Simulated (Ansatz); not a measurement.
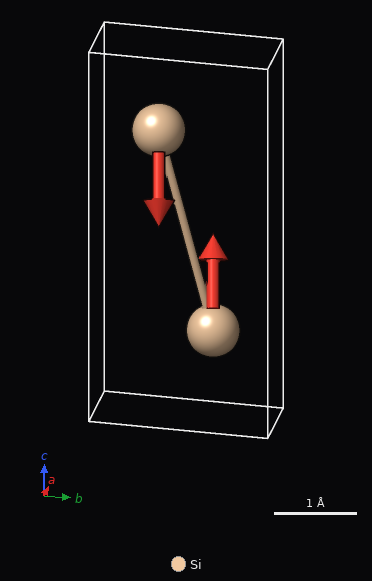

Phonons of a crystal of Si, space group P6₃/mmc (No. 194), at the zone centre. The optical levels lie at 104i (×2), 262 cm⁻¹. One mode is drawn. Displacements are drawn as red arrows; their common scale and sign are arbitrary. A ball-and-stick model of the cell of the calculation, seen from a free direction.

Method: Ansatz, DFT r2SCAN, scalar-relativistic, plane waves, PAW. Settings: plane-wave cutoff 500 eV; k-point mesh 24 × 24 × 14; occupations gaussian; smearing width 0.15 eV; no spin polarisation.

Which of these frequencies is the drawn mode's?

Answer. The level at 262 cm⁻¹. This is the B₁g mode, the highest optical level (1 lower level is imaginary, so the structure is unstable), silent by symmetry (neither infrared- nor Raman-active). All motion is along c; atoms of one kind move against one another, with no net shift of their sublattice; of the bonds it mainly stretches Si–Si, some lengthening while others shorten.
